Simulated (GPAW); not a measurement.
# Si K ELNES/XANES of SiC (Moissanite, P6_3mc) from DFT, part 2 of 4

How does the Si K edge of SiC (Moissanite, P6_3mc) move when the bonds are compressed or stretched?

GPAW 26.7.0; X-ray absorption from dipole matrix elements to empty bands, plane-wave PAW LDA.

So far. Step 2 (The field without a hole): The mesh shows a gap of 2.20 eV, so the hole is first treated in a charged cell, without the excited electron.

### Step 4. Spectrum with FCH, Si atom 1

The holes are 5.9 Å apart. In GPAW the data set carries the hole's charge, so charge=0 means a charged cell and charge=-1 a neutral one. The excited electron is left out and a uniform background balances the charge. After the field has converged, empty bands are computed with the density fixed and the dipole matrix elements are summed.

The absorber has 3 C at 1.87 Å and 1 C at 1.94 Å (distorted tetrahedral, site symmetry 3m).

File xas.py:

```python
import numpy as np
from ase import Atoms
from ase.parallel import parprint, paropen
from gpaw import GPAW, PW, FermiDirac, Mixer, MixerDif, setup_paths
from gpaw.test import gen
setup_paths.insert(0, '.')
gen('Si', name='fch1s', xcname='LDA', corehole=(1, 0, 1), write_xml=True)
from gpaw.mpi import world
world.barrier()

atoms = Atoms('Si8C8',
    cell=[[-3.076, 0, -5.048],
     [3.076, 0, -5.048],
     [3.076, -5.32778828, 0]],
    scaled_positions=[[0.41666667, 0.08333333, 0.83333333],
     [0.41666667, 0.08333333, 0.33333333],
     [0.91666667, 0.58333333, 0.83333333],
     [0.91666667, 0.58333333, 0.33333333],
     [0.83333333, 0.16666667, 0.66666667],
     [0.83333333, 0.16666667, 0.16666667],
     [0.33333333, 0.66666667, 0.66666667],
     [0.33333333, 0.66666667, 0.16666667],
     [0.22416667, 0.89083333, 0.83333333],
     [0.22416667, 0.89083333, 0.33333333],
     [0.72416667, 0.39083333, 0.83333333],
     [0.72416667, 0.39083333, 0.33333333],
     [0.64083333, 0.97416667, 0.66666667],
     [0.64083333, 0.97416667, 0.16666667],
     [0.14083333, 0.47416667, 0.66666667],
     [0.14083333, 0.47416667, 0.16666667]],
    pbc=True)
atoms.calc = calc = GPAW(legacy_gpaw=True, mode=PW(430, force_complex_dtype=True), xc='LDA', setups={0: 'fch1s'},
    kpts={'size': (4, 4, 4), 'gamma': True}, occupations=FermiDirac(0.02),
    charge=0, mixer=Mixer(0.1, 5, 50), maxiter=150,
    convergence={'density': 0.0001, 'eigenstates': 1e-6}, txt='scf.txt')
energy = atoms.get_potential_energy() + calc.get_reference_energy()
ef = calc.get_fermi_level()
out = dict(energy=energy, fermi=ef, forces=atoms.get_forces().tolist())
parprint(f'all-electron energy {energy:.4f} eV, Fermi level {ef:.4f} eV')
ev = np.array([[calc.get_eigenvalues(k, s) for k in range(len(calc.get_ibz_k_points()))] for s in range(calc.get_number_of_spins())])
out['homo'], out['lumo'], out['counts'] = ev[ev < ef].max(), ev[ev > ef].min(), sorted(set((ev < ef).sum((0, 2)).tolist()))
out['filled'] = (ev[:, 0] < ef).sum(1).tolist()

from ase.units import Ha
from gpaw.xas import dipole_matrix_elements
nb = int(calc.get_number_of_electrons() / 2) + 101
top, nb = nb, nb + 8 + nb // 12
nscf = calc.fixed_density(kpts={'size': (5, 5, 5), 'gamma': True}, nbands=nb,
    convergence={'bands': top, 'eigenstates': 5e-3}, maxiter=60, txt='nscf.txt')
cell = atoms.cell.array
ops = [cell.T @ U.T @ np.linalg.inv(cell.T) for U in nscf.wfs.kd.symmetry.op_scc]
filled = [32]  # bands filled in the ground state, by spin
E = np.arange(-6, 34, 0.1)
fwhm = np.interp(E, [4, 25], [0.9, 3.5])
Y, X, zero, highest = 0, 0, 1e9, 1e9
for spin in range(nscf.get_number_of_spins()):
    wfs = nscf.wfs
    mine = wfs.bd.get_slice()  # this rank's bands
    A = dipole_matrix_elements(wfs.setups[0])
    eps = np.zeros((wfs.kd.nibzkpts, nb))
    d = np.zeros((3, A.shape[1], wfs.kd.nibzkpts, nb), complex)
    for kpt in wfs.kpt_u:
        if kpt.s == spin and 0 in kpt.P_ani:
            eps[kpt.k, mine] = kpt.eps_n * Ha
            d[:, :, kpt.k, mine] = (kpt.weight * wfs.nspins / 2) ** 0.5 * np.inner(A, kpt.P_ani[0])
    world.sum(eps)
    world.sum(d)
    T = np.einsum('amkn,bmkn->abkn', d, d.conj()).real
    T = sum(np.einsum('ai,ijkn,bj->abkn', R, T, R) for R in ops) / len(ops)
    empty = np.ones_like(eps, bool) & (np.arange(nb) >= filled[spin])
    zero, highest = min(zero, eps[empty].min()), min(highest, eps[:, top - 1].min())
    lines = [(eps, T, empty)] if spin == 0 else lines + [(eps, T, empty)]
for eps, T, empty in lines:
    f = np.einsum('aakn->akn', T).reshape(3, -1)
    x = eps.ravel() - zero
    w = np.interp(x, E, fwhm) / 2.35482
    g = np.exp(-0.5 * ((E[:, None] - x) / w) ** 2) / (w * (2 * np.pi) ** 0.5)
    Y = Y + (f * empty.ravel()) @ g.T
    X = X + (f * ~empty.ravel()) @ g.T
out.update(E=E.round(2).tolist(), xas=Y.tolist(), xes=X.tolist(), zero=zero, valid=highest - zero, nk=len(eps), nb=nb)
for i in range(0, len(E), 10):
    parprint(f'{E[i]:7.2f}', *(f'{v:10.3e}' for v in Y[:, i]))
import json
with paropen('out.json', 'w') as f:
    json.dump(out, f)
```

Launch:

```console
OMP_NUM_THREADS=1 mpirun -n 4 gpaw python xas.py
```

Numbers of over 12 decimals in the logs are rounded to 6 here.

What it wrote:

```text
Input parameters:
  convergence: {density: 0.0001,
                eigenstates: 1e-06}
  kpts: {gamma: True,
         size: (4, 4, 4)}
  maxiter: 150
  mixer: {backend: pulay,
          beta: 0.1,
          method: separate,
          nmaxold: 5,
          weight: 50}
  mode: {ecut: 430.0,
         force_complex_dtype: True,
         name: pw}
  occupations: {fixmagmom: False,
                name: fermi-dirac,
                width: 0.02}
  setups: {0: fch1s}

Initialize ...

[... PAW data sets ...]

Reference energy: -69166.534290  # eV

Spin-paired calculation

[... convergence settings ...]
Symmetries present (total): 1
  [... symmetry matrices ...]

64 k-points: 4 x 4 x 4 Monkhorst-Pack grid + [1/8,1/8,1/8]
36 k-points in the irreducible part of the Brillouin zone
       k-points in crystal coordinates                weights
   0:     0.00000000    0.00000000    0.00000000          1/64
   1:     0.00000000    0.00000000    0.25000000          2/64
   2:     0.00000000    0.00000000    0.50000000          1/64
   3:     0.00000000    0.25000000   -0.25000000          2/64
   4:     0.00000000    0.25000000    0.00000000          2/64
   5:     0.00000000    0.25000000    0.25000000          2/64
   6:     0.00000000    0.25000000    0.50000000          2/64
   7:     0.00000000    0.50000000    0.00000000          1/64
   8:     0.00000000    0.50000000    0.25000000          2/64
   9:     0.00000000    0.50000000    0.50000000          1/64
          ...
  35:     0.50000000    0.50000000    0.50000000          1/64

Wave functions: Plane wave expansion
  Cutoff energy: 430.000 eV
  Number of coefficients (min, max): 3314, 3371
  Pulay-stress correction: 0.000000 eV/Ang^3 (de/decut=0.000000)
  Using FFTW library
  Wavefunction extrapolation:
    Improved wavefunction reuse through dual PAW basis

Occupation numbers: Fermi-Dirac:
  width: 0.0200  # eV

Eigensolver
   Davidson(niter=2)

Densities:
  Coarse grid: 30*30*30 grid
  Fine grid: 60*60*60 grid
  Total Charge: 1.000000

Density mixing:
  Method: separate
  Backend: pulay
  Linear mixing parameter: 0.1
  old densities: 5
  Width of damping distribution: 1.1
  Damping of long wavelength oscillations: 50

[... Hamiltonian set-up ...]
Number of atoms: 16
Number of atomic orbitals: 64
Number of bands in calculation: 43
Number of valence electrons: 64
Bands to converge: occupied

... initialized

Initializing position-dependent things.

Density initialized from atomic densities
Creating initial wave functions:
  43 bands from LCAO basis set

             Si
                 C
               Si  C
          Si     Si
             C      C
            Si     Si
               C      C
             Si  C
               Si
                   C

Atomic positions and initial magnetic moments

Positions:
   0 Si     1.538000   -4.439824   -2.524000    ( 0.0000,  0.0000,  0.0000)
   1 Si    -0.000000   -1.775929   -2.524000    ( 0.0000,  0.0000,  0.0000)
   2 Si     1.538000   -4.439824   -7.572000    ( 0.0000,  0.0000,  0.0000)
   3 Si    -0.000000   -1.775929   -7.572000    ( 0.0000,  0.0000,  0.0000)
   4 Si     0.000000   -3.551859   -5.048000    ( 0.0000,  0.0000,  0.0000)
   5 Si    -1.538000   -0.887965   -5.048000    ( 0.0000,  0.0000,  0.0000)
   6 Si     3.076000   -3.551859   -5.048000    ( 0.0000,  0.0000,  0.0000)
[...]
13 C      1.538000   -0.887965   -8.152520    ( 0.0000,  0.0000,  0.0000)
  14 C      3.076000   -3.551859   -3.104520    ( 0.0000,  0.0000,  0.0000)
  15 C      1.538000   -0.887965   -3.104520    ( 0.0000,  0.0000,  0.0000)

Unit cell:
           periodic     x           y           z      points  spacing
  1. axis:    yes   -3.076000    0.000000   -5.048000    30     0.1571
  2. axis:    yes    3.076000    0.000000   -5.048000    30     0.1571
  3. axis:    yes    3.076000   -5.327788    0.000000    30     0.1776

  Lengths:   5.911352   5.911352   6.152000
  Angles:   74.919413 105.080587  62.712101

Effective grid spacing dv^(1/3) = 0.1830

iter:   1  -164.047910
iter:   2  -158.464153   -1.43  -0.57
iter:   3  -150.797460   -0.48  -0.66
iter:   4  -150.675315   -2.41  -1.16
iter:   5  -150.707165   -2.23  -1.34
iter:   6  -150.884211   -1.78  -1.89
iter:   7  -150.659445   -2.27  -1.55
iter:   8  -150.661019   -2.99  -2.24
iter:   9  -150.661726c  -3.16  -2.35
iter:  10  -150.655030c  -3.77  -2.32
iter:  11  -150.655048c  -4.70  -3.15
iter:  12  -150.654974c  -5.27  -3.29
iter:  13  -150.654962c  -5.64  -3.41
iter:  14  -150.654946c  -6.38c -3.62
iter:  15  -150.654948c  -6.80c -3.75
iter:  16  -150.654945c  -7.05c -3.79
iter:  17  -150.654944c  -7.27c -4.00
iter:  18  -150.654944c  -7.98c -4.46c

Converged after 18 iterations.

Dipole moment: (-9.486100, -0.216204, -10.164054) |e|*Ang

Energy contributions relative to reference atoms: (reference = -69166.534290)

Kinetic:        +95.853997
Potential:      -99.483346
External:        +0.000000
XC:            -146.653277
Entropy (-ST):   -0.000000
Local:           -0.372317
SIC:             +0.000000
--------------------------
Free energy:   -150.654944
Extrapolated:  -150.654944

Showing only first 2 kpts
 Kpt  Band  Eigenvalues  Occupancy
  0    30      8.09762    2.00000
  0    31      8.31187    2.00000
  0    32     10.34302    0.00000
  0    33     10.87357    0.00000

  1    30      7.93066    2.00000
  1    31      8.10871    2.00000
  1    32     10.77056    0.00000
[...]
Fermi level: 8.93760

Gap: 1.943 eV
Transition (v -> c):
  (s=0, k=0, n=31, [0.00, 0.00, 0.00]) -> (s=0, k=33, n=32, [0.50, 0.50, 0.00])
Direct/indirect transitions are different
Direct gap: 2.031 eV
Transition at: (s=0, k=0, n=31, [0.00, 0.00, 0.00])

Forces in eV/Ang:
  0 Si    0.00000   -0.07197    0.88797
  1 Si    0.71063    0.46064    1.31221
  2 Si    0.00000   -0.87735    1.46406
  3 Si   -0.71062    0.46064    1.31221
  4 Si    0.66664    0.31650    0.20894
  5 Si   -0.00000    0.06787   -0.01205
  6 Si   -0.66665    0.31650    0.20894
[...]
13 C    -0.00000    1.20685   -0.42545
 14 C    -0.90431   -0.66141   -0.57460
 15 C    -0.00000    0.16173   -0.92510
Scalar-relativistic atomic LDA calculation for Si (Silicon, Z=14)
Core hole in 1s state (1s occupation: 1.0)
450 radial gridpoints.
|------------------------------------------------|
|------------------------------------------------|
[... the atom generator's iteration count ...]

Energy contributions:
-------------------------
Kinetic:     +220.780583
XC:           -16.024777
Potential:   -425.439960
-------------------------
Total:       -220.684154

state      eigenvalue         ekin         rmax
-----------------------------------------------
1s^1.0 :   -70.908741    95.421565        0.072
2s^2.0 :    -6.456485    14.802915        0.434
2p^6.0 :    -4.992185    14.606350        0.356
3s^2.0 :    -0.832237     2.282916        1.576
3p^2.0 :    -0.531202     1.774628        1.742
-----------------------------------------------
(units: Bohr and Hartree)

Generating PAW setup
Kinetic energy of the core from tauc = 213.098295270902
Cutoffs:
rc(s)=2.000
rc(p)=2.000
rc(d)=2.000
rc(vbar)=1.800
rc(comp)=2.000
rc(nct)=2.000

Kinetic energy of the core states: 212.665494
Charge: 1.0
Core electrons: 9.0
Valence electrons: 4.0
Pseudo-core charge: 0.076274
Shape function alpha=2.500
Pseudo-electron charge 4.459138
state    eigenvalue         norm
--------------------------------
3s(2) :    -0.832237     1.189334
*s    :     0.167763
3p(2) :    -0.531202     1.002098
*p    :     0.468798
*d    :     0.000000
--------------------------------

Diagonalizing with gridspacing h=0.050

state   all-electron     PAW
-------------------------------
3s:      -0.832237    -0.832487
3p:      -0.531202    -0.531501
*d:                   -0.147046
*f:                   -0.019078
-------------------------------
all-electron energy -69317.1892 eV, Fermi level 8.9376 eV
[...]
31.00  3.715e-06  3.779e-06  2.472e-06
  32.00  3.100e-06  3.178e-06  2.037e-06
  33.00  2.249e-06  2.293e-06  1.527e-06
```

Elapsed: 3.2 min, on 4 MPI ranks of Arm Neoverse V1, shared host; peak memory 0.52 GiB.

The Si K spectrum, Si atom 1, full core hole (charged cell) (energy from the lowest empty level; intensity scaled to a mean of 1 over the first 20 eV; polarised curves are means over the symmetry-equivalent atoms):

| E (eV) | isotropic | ε ⊥ c | ε ∥ c |
| --- | --- | --- | --- |
| -2.0 | 0.00 | 0.00 | 0.00 |
| -0.5 | 0.02 | 0.01 | 0.03 |
| 1.0 | 1.12 | 1.12 | 1.14 |
| 2.5 | 1.23 | 0.82 | 2.05 |
| 4.0 | 2.08 | 2.36 | 1.52 |
| 5.5 | 1.25 | 1.47 | 0.81 |
| 7.0 | 0.94 | 0.96 | 0.91 |
| 8.5 | 0.88 | 0.86 | 0.90 |
| 10.0 | 0.73 | 0.72 | 0.74 |
| 11.5 | 0.54 | 0.49 | 0.64 |
| 13.0 | 0.54 | 0.44 | 0.75 |
| 14.5 | 0.61 | 0.56 | 0.69 |
| 16.0 | 1.00 | 1.07 | 0.85 |
| 17.5 | 1.38 | 1.55 | 1.03 |
| 19.0 | 1.00 | 1.11 | 0.78 |
| 20.5 | 0.63 | 0.66 | 0.55 |
| 22.0 | 0.53 | 0.53 | 0.53 |
| 23.5 | 0.52 | 0.48 | 0.60 |
| 25.0 | 0.55 | 0.49 | 0.67 |

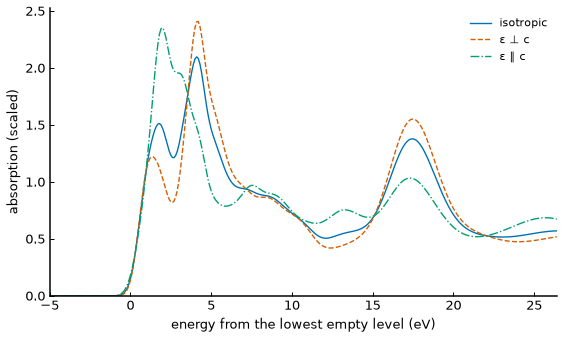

The Si K edge, Si atom 1, full core hole (charged cell): main maxima at 1.8, 4.1 and 17.5 eV.

Main maxima below 24 eV (height): 1.8 eV (1.51), 4.1 eV (2.10) and 17.5 eV (1.38). A K edge sees empty p states on the absorber.

The hole costs E(hole) − E(ground) = 1835.12 eV, and the lowest empty level of the hole cell on the spectrum's mesh lies at 10.28 eV, which puts the zero at 1845.40 eV. One term is added: -14.86 eV, since the hole is spin-paired here and a spin-polarised one costs that much less in the free atom (computed apart). The photon energy is then 1830.54 eV. The tabulated edge of the element is 1839 eV. The functional and the charged cell's background leave an error in such absolute values: in the free atom LDA prices this hole 7.8 eV below PBE (computed apart), and PBE is itself good to a few eV.

### Step 5. Supercell without a hole, the energy reference

The cell changes for the next run, so it gets a reference energy of its own.

The cell differs from the one that the last finished run ended in (a 5.911 → 5.791 Å, b 5.911 → 5.791 Å, c 6.152 → 6.026 Å).

File scf.py:

```python
import numpy as np
from ase import Atoms
from ase.parallel import parprint, paropen
from gpaw import GPAW, PW, FermiDirac, Mixer, MixerDif, setup_paths
from gpaw.test import gen
setup_paths.insert(0, '.')
gen('Si', name='nch1s', xcname='LDA', corehole=(1, 0, 0), write_xml=True)
from gpaw.mpi import world
world.barrier()

atoms = Atoms('Si8C8',
    cell=[[-3.01320687, 0, -4.94495068],
     [3.01320687, 0, -4.94495068],
     [3.01320687, -5.21902739, 0]],
    scaled_positions=[[0.41666667, 0.08333333, 0.83333333],
     [0.41666667, 0.08333333, 0.33333333],
     [0.91666667, 0.58333333, 0.83333333],
     [0.91666667, 0.58333333, 0.33333333],
     [0.83333333, 0.16666667, 0.66666667],
     [0.83333333, 0.16666667, 0.16666667],
     [0.33333333, 0.66666667, 0.66666667],
     [0.33333333, 0.66666667, 0.16666667],
     [0.22416667, 0.89083333, 0.83333333],
     [0.22416667, 0.89083333, 0.33333333],
     [0.72416667, 0.39083333, 0.83333333],
     [0.72416667, 0.39083333, 0.33333333],
     [0.64083333, 0.97416667, 0.66666667],
     [0.64083333, 0.97416667, 0.16666667],
     [0.14083333, 0.47416667, 0.66666667],
     [0.14083333, 0.47416667, 0.16666667]],
    pbc=True)
atoms.calc = calc = GPAW(legacy_gpaw=True, mode=PW(430, force_complex_dtype=True), xc='LDA', setups={0: 'nch1s'},
    kpts={'size': (4, 4, 4), 'gamma': True}, occupations=FermiDirac(0.02),
    charge=0, mixer=Mixer(0.1, 5, 50), maxiter=150,
    convergence={'density': 0.0001, 'eigenstates': 1e-6}, txt='scf.txt')
energy = atoms.get_potential_energy() + calc.get_reference_energy()
ef = calc.get_fermi_level()
out = dict(energy=energy, fermi=ef, forces=atoms.get_forces().tolist())
parprint(f'all-electron energy {energy:.4f} eV, Fermi level {ef:.4f} eV')
ev = np.array([[calc.get_eigenvalues(k, s) for k in range(len(calc.get_ibz_k_points()))] for s in range(calc.get_number_of_spins())])
out['homo'], out['lumo'], out['counts'] = ev[ev < ef].max(), ev[ev > ef].min(), sorted(set((ev < ef).sum((0, 2)).tolist()))
out['filled'] = (ev[:, 0] < ef).sum(1).tolist()
import json
with paropen('out.json', 'w') as f:
    json.dump(out, f)
```

Launch:

```console
OMP_NUM_THREADS=1 mpirun -n 4 gpaw python scf.py
```

What it wrote:

```text
Input parameters:
  convergence: {density: 0.0001,
                eigenstates: 1e-06}
  kpts: {gamma: True,
         size: (4, 4, 4)}
  maxiter: 150
  mixer: {backend: pulay,
          beta: 0.1,
          method: separate,
          nmaxold: 5,
          weight: 50}
  mode: {ecut: 430.0,
         force_complex_dtype: True,
         name: pw}
  occupations: {fixmagmom: False,
                name: fermi-dirac,
[...]
--------------------------------
3s(2) :    -0.399754     1.114161
*s    :     0.600246
3p(2) :    -0.152955     1.005401
*p    :     0.847045
*d    :     0.000000
--------------------------------

Diagonalizing with gridspacing h=0.050

state   all-electron     PAW
-------------------------------
3s:      -0.399754    -0.399911
3p:      -0.152955    -0.153089
*d:                    0.032715
*f:                    0.069217
-------------------------------
all-electron energy -71152.0008 eV, Fermi level 9.7848 eV
[key lines of the parts left out:]
Converged after 17 iterations.
Dipole moment: (-9.056861, -0.000010, -10.518096) |e|*Ang
Free energy:   -131.875027
Fermi level: 9.78483
```

Elapsed: 44 s, on 4 MPI ranks; peak memory 0.27 GiB.

Reference energy: -71152.001 eV with the cores included.

### Step 6. Spectrum with FCH, Si atom 1

Shorter bonds are expected to push antibonding states and scattering resonances up, and longer ones down; the cell is scaled to test that.

Changed against the first core-hole run: volume scale from 1 to 0.94.

Changes to xas.py since step 4:

```diff
@@ -11,5 +11,5 @@
 atoms = Atoms('Si8C8',
-    cell=[[-3.076, 0, -5.048],
-     [3.076, 0, -5.048],
-     [3.076, -5.32778828, 0]],
+    cell=[[-3.01320687, 0, -4.94495068],
+     [3.01320687, 0, -4.94495068],
+     [3.01320687, -5.21902739, 0]],
     scaled_positions=[[0.41666667, 0.08333333, 0.83333333],
@@ -45,3 +45,3 @@
 from gpaw.xas import dipole_matrix_elements
-nb = int(calc.get_number_of_electrons() / 2) + 101
+nb = int(calc.get_number_of_electrons() / 2) + 95
 top, nb = nb, nb + 8 + nb // 12
```

Launch:

```console
OMP_NUM_THREADS=1 mpirun -n 4 gpaw python xas.py
```

What it wrote:

```text
Input parameters:
  convergence: {density: 0.0001,
                eigenstates: 1e-06}
  kpts: {gamma: True,
         size: (4, 4, 4)}
  maxiter: 150
  mixer: {backend: pulay,
          beta: 0.1,
          method: separate,
          nmaxold: 5,
          weight: 50}
  mode: {ecut: 430.0,
         force_complex_dtype: True,
         name: pw}
  occupations: {fixmagmom: False,
                name: fermi-dirac,
[...]
*p    :     0.468798
*d    :     0.000000
--------------------------------

Diagonalizing with gridspacing h=0.050

state   all-electron     PAW
-------------------------------
3s:      -0.832237    -0.832487
3p:      -0.531202    -0.531501
*d:                   -0.147046
*f:                   -0.019078
-------------------------------
all-electron energy -69317.8007 eV, Fermi level 9.6511 eV
[...]
32.00  3.312e-06  3.308e-06  2.181e-06
  33.00  2.413e-06  2.446e-06  1.476e-06
[key lines of the parts left out:]
Converged after 15 iterations.
Dipole moment: (-9.297848, -0.241800, -9.778747) |e|*Ang
Free energy:   -151.266363
Fermi level: 9.65115
```

The job ended after 2.7 min (4 MPI ranks; peak memory 0.49 GiB).

| E (eV) | first run | this run |
| --- | --- | --- |
| -2.0 | 0.00 | 0.00 |
| -1.0 | 0.00 | 0.00 |
| 0.0 | 0.15 | 0.16 |
| 1.0 | 1.12 | 1.04 |
| 2.0 | 1.47 | 1.39 |
| 3.0 | 1.32 | 1.19 |
| 4.0 | 2.08 | 1.92 |
| 5.0 | 1.46 | 1.60 |
| 6.0 | 1.06 | 1.17 |
| 7.0 | 0.94 | 0.98 |
| 8.0 | 0.89 | 0.91 |
| 9.0 | 0.84 | 0.86 |
| 10.0 | 0.73 | 0.82 |
| 11.0 | 0.61 | 0.71 |
| 12.0 | 0.51 | 0.55 |
| 13.0 | 0.54 | 0.51 |
| 14.0 | 0.57 | 0.53 |
| 15.0 | 0.68 | 0.55 |
| 16.0 | 1.00 | 0.71 |
| 17.0 | 1.33 | 1.08 |
| 18.0 | 1.32 | 1.39 |
| 19.0 | 1.00 | 1.35 |
| 20.0 | 0.71 | 1.05 |
| 21.0 | 0.57 | 0.77 |
| 22.0 | 0.53 | 0.63 |
| 23.0 | 0.52 | 0.58 |
| 24.0 | 0.53 | 0.56 |
| 25.0 | 0.55 | 0.57 |

The scaled spectrum changes by 15 % r.m.s. The highest intensity below 16 eV goes from 4.1 eV (2.10) to 4.3 eV (2.06).

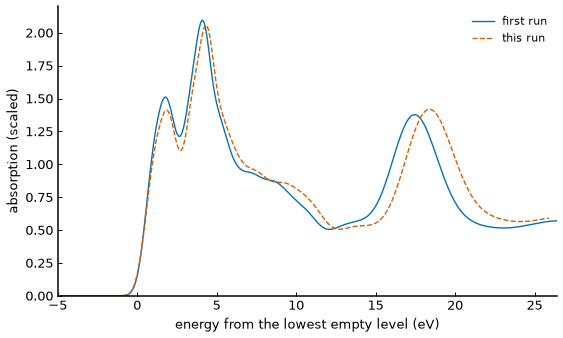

The effect of the change (volume scale from 1 to 0.94).

The photon energy of the zero moves by -0.04 eV.

(Part 2 of 4 ends here.)

[Banner, clock and machine lines of the logs are left out without a mark of their own.]

[Logs are printed without paths, hosts, clocks, repeated set-up lines and the standing remarks that a program may print on its own settings, such as how far it seeks lower states.]

[Hosts, paths, dates, database ids (printed as entryN), source tags and the programs' standing remarks are cut or masked in the printed files.]

[Lists of maxima count a maximum above −3 eV only where it reaches 4 % of the highest in the window and stands out from its surroundings by 2 % of it (1.5 % where it reaches 55 %); shoulders and weaker maxima are passed over, and of the rest the first, up to two pre-edge ones and the few strongest are named.]
